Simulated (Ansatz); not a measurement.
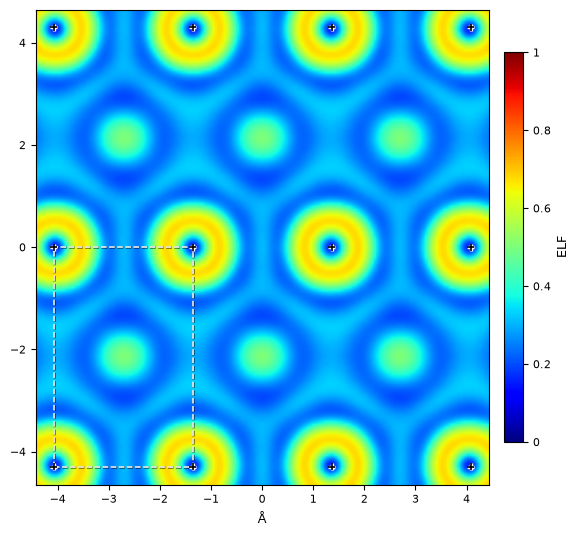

The electron localisation function on a plane through atoms (crosses mark nuclei in the plane).

Level of theory: DFT PBE, scalar-relativistic, plane waves, PAW (Ansatz 0.2.0).

Candidates:
A. Ru, a = 2.72 Å, b = 2.72 Å, c = 4.30 Å, α = 90.00°, β = 90.00°, γ = 120.00°. Space group P6₃/mmc; computed without spin polarisation.
B. Ag, a = 4.15 Å, b = 4.15 Å, c = 4.15 Å, α = 90.00°, β = 90.00°, γ = 90.00°. Space group Fm-3m; computed without spin polarisation.

Which candidate gave the map?

Answer. Candidate A: Ru on the (010) plane of the conventional cell, which holds Ru. Ru–Ru (2.72 Å): the ELF is about 0.30 at the midpoint.
